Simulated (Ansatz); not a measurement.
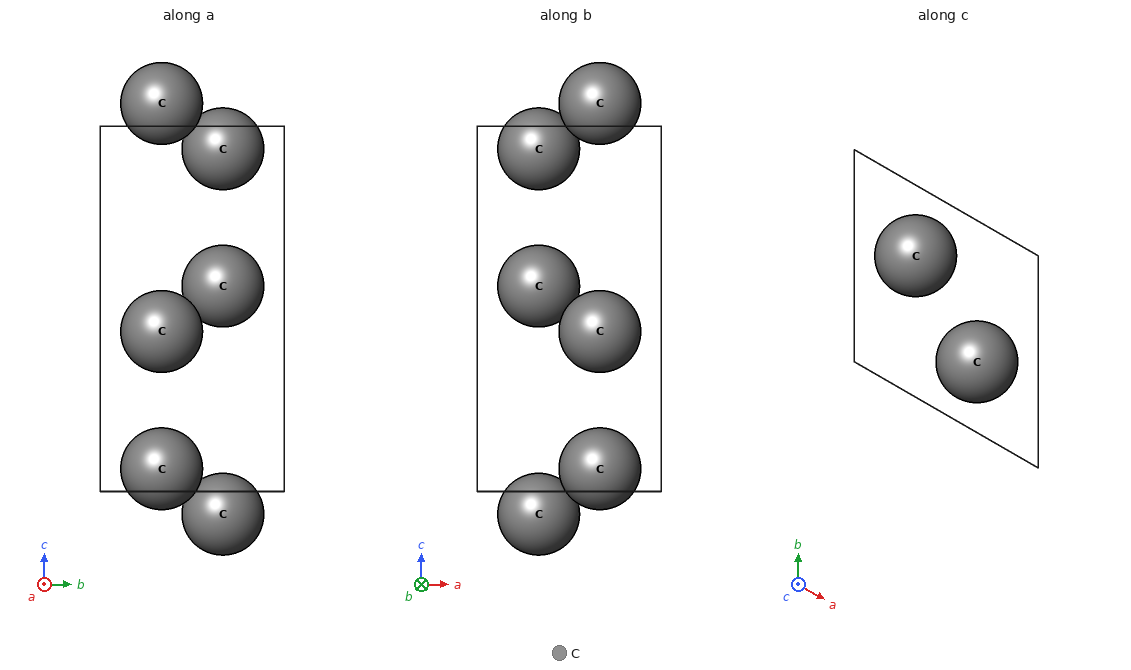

The figure gives a spheres-only picture of the atoms, viewed along the a axis, along the b axis and along the c axis. The parallelepiped is the conventional unit cell.

Lattice parameters: a = 2.503 Å, b = 2.503 Å, c = 4.311 Å, α = 90.00°, β = 90.00°, γ = 120.00°.

Give the atomic positions as a table of Wyckoff sites, with free fractional coordinates to two decimals.

Answer. Space group P6_3/mmc (No. 194).
| atom | site | x | y | z |
| --- | --- | --- | --- | --- |
| C | 4f | 0.3333 | 0.6667 | 0.56 |

Its origin is a structure type filled with this element by a generator (whether the element takes this form wasn't checked). The cell was then strained or its atoms displaced on purpose. A calculation with Ansatz used it as input.

At this level of theory the cell isn't at rest (stretched, at -14 GPa), so its distances can differ from those at equilibrium, the more so the softer the solid.
